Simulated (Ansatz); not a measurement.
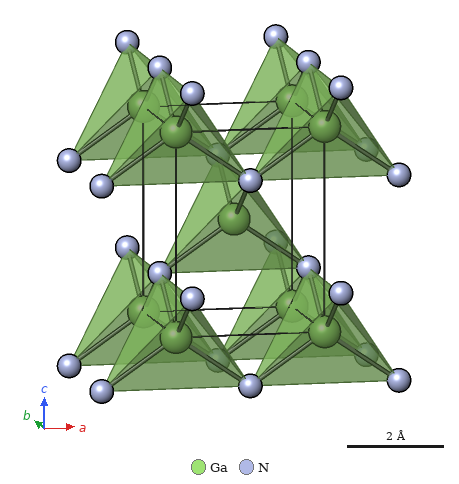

Shown here is a polyhedral view of the crystal, taken slightly off an axis. The edges of the conventional unit cell are marked. A few atoms beyond the faces are included.

GaN, space group I-4m2 (No. 119), a = 3.180 Å, b = 3.180 Å, c = 4.358 Å, α = 90.00°, β = 90.00°, γ = 90.00°. Origin of the cell: a structure listed in the Materials Project. The cell was then strained or its atoms displaced on purpose. It was the input of a calculation with Ansatz.

This one geometry was computed with Ansatz (DFT, plane waves, PAW) at three levels of theory: PBE, r2SCAN and HSE06. It was relaxed with r2SCAN and then strained.

Q: Which level gives the highest pressure at this volume, and what does that say about its equilibrium volume?

A: Highest: PBE (12.9 GPa), which points to the largest equilibrium volume. Lowest, with the smallest volume: r2SCAN (6.6 GPa) and HSE06 (6.6 GPa). Levels within 0.5 GPa of each other can't be told apart.

Q: How does the band gap change with the level of theory?

A: PBE: a gap of 1.86 eV, direct; r2SCAN: a gap of 2.28 eV, direct; HSE06: a gap of 3.14 eV, direct.

Q: Collect the results in a table.

A:
| level | cutoff (eV) | k-mesh of the run's cell | gap (eV) | pressure (GPa) |
| --- | --- | --- | --- | --- |
| PBE | 420 | 10×10×10 | 1.86 | 12.9 |
| r2SCAN | 500 | 10×10×10 | 2.28 | 6.6 |
| HSE06 | 420 | 6×6×6 | 3.14 | 6.6 |

Gaps are taken on the k-mesh or band path of each run.
